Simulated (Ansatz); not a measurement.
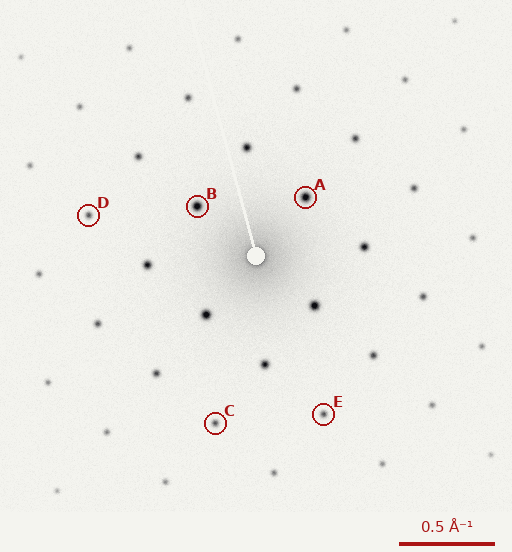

Computed electron diffraction pattern, 200 kV, single scattering only, B = 1 Å². The zone axis points towards the electron source and the pattern is seen from the source side.

The sample is Ru, space group Pm-3m (No. 221), a = 2.464 Å. Structure: the geometry relaxed with DFT, LDA (PW92), plane waves (420 eV) with PAW, scalar-relativistic in Ansatz 0.2.0; the starting structure was generated, so it need not be a known form of this composition.

Spot A is indexed -1 0 0 and spot B 0 -1 0.

Q: Give hkl for C, D, E.

A: C = −2A − B = 2 1 0 (d = 1.102 Å). D = −A + 2B = 1 -2 0 (d = 1.102 Å). E = −A − 2B = 1 2 0 (d = 1.102 Å).

Q: Which zone axis is this?

A: The cross product of A and B is parallel to [001]; every spot obeys hu + kv + lw = 0.

Q: What are the spacings of A and B and the angle between them?

A: d(A) = 2.464 Å, d(B) = 2.464 Å, and the angle is 90.0°.
